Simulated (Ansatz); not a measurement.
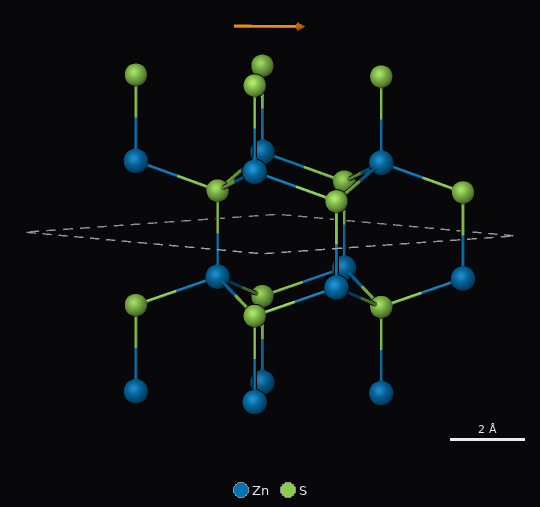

A crystal of ZnS (P6_3mc): the crystal above a cut along the (0 0 1) plane of the conventional cell (between a plane of Zn below and one of S above, 2.36 Å apart) is slid rigidly by fractions of an in-plane lattice vector 6.66 Å long (a generalised stacking fault). One cut stands in each cell, which starts 12.6 Å high; nothing is relaxed, and the dashed outline marks the cut, the arrow on top the direction of slip. The picture shows the perfect crystal around the cut (dashed). The picture is a ball-and-stick view of the layers on both sides of the cut, seen from the side, nearly along the cut plane.

Computed with DFT PBE, scalar-relativistic, plane waves, PAW (Ansatz 0.2.0). Set-up: plane-wave cutoff 420 eV; k-point mesh 8 × 8 × 2; occupations gaussian; smearing width 0.05 eV; no spin polarisation. Energies (free energies at the smearing named) are counted from the relaxed crystal.

Input file:
```yaml
crystal:
  lattice:
    - [-3.8454929872, 0.0, 0.0]
    - [-1.9227464936, -3.330294617, 0.0]
    - [0.0, 0.0, 12.6106666151]
  atoms:
    - { symbol: Zn, position: [0.3333333333, 0.3333333333, 0.0026098951] }
    - { symbol: Zn, position: [0.3333333333, 0.3333333333, 0.5026098951] }
    - { symbol: Zn, position: [0.6666666667, 0.6666666667, 0.2526098951] }
    - { symbol: Zn, position: [0.6666666667, 0.6666666667, 0.7526098951] }
    - { symbol: S, position: [0.3333333333, 0.3333333333, 0.1898901049] }
    - { symbol: S, position: [0.3333333333, 0.3333333333, 0.6898901049] }
    - { symbol: S, position: [0.6666666667, 0.6666666667, 0.4398901049] }
    - { symbol: S, position: [0.6666666667, 0.6666666667, 0.9398901049] }
basis:
  ecutwfc: 420
kpoints:
  mp_grid: { grid: [8, 8, 2] }
hamiltonian:
  xc: pbe
scf:
  occupations: { method: gaussian, width: 0.05 }
output:
  forces: true
  stress: true
  eigenvalues: true
  write_density: true
  write_potential: true
  elf: true
  volumetric_format: npy
```

Command:
```bash
ansatz run input.yaml --threads 2 --pin off --max-ram 5120MiB --backend cpu --events-out ev --progress --plain --runs-dir out
```

What energies does the calculation give (the slip: 0.000, 0.083, 0.167, 0.250, 0.333, 0.417, 0.500, 0.583, 0.667, 0.750, 0.833, 0.917, 1.000)?

| slip (fraction of the lattice vector) | γ (mJ/m²) |
| --- | --- |
| 0.000 | 0 |
| 0.083 | 115 |
| 0.167 | 435 |
| 0.250 | 771 |
| 0.333 | 884 |
| 0.417 | 855 |
| 0.500 | 919 |
| 0.583 | 1125 |
| 0.667 | 1275 |
| 0.750 | 1049 |
| 0.833 | 536 |
| 0.917 | 129 |
| 1.000 | 0 |

Points that are alike by symmetry were computed once.

The curve starts and ends at zero, since a full lattice vector restores the crystal. Its highest computed point is 1275 mJ/m² at slip 0.667, which the unstable stacking-fault energy of this rigid path equals or slightly exceeds. No local minimum shows among the points, so there is no metastable fault on this line. The path isn't symmetric about half-way. Relaxation across the fault would lower the values.

As a plot (hollow markers are points alike by symmetry):

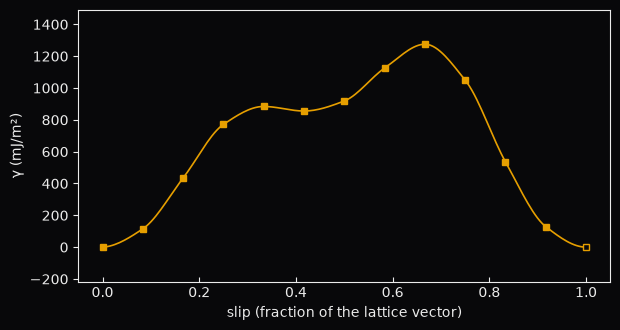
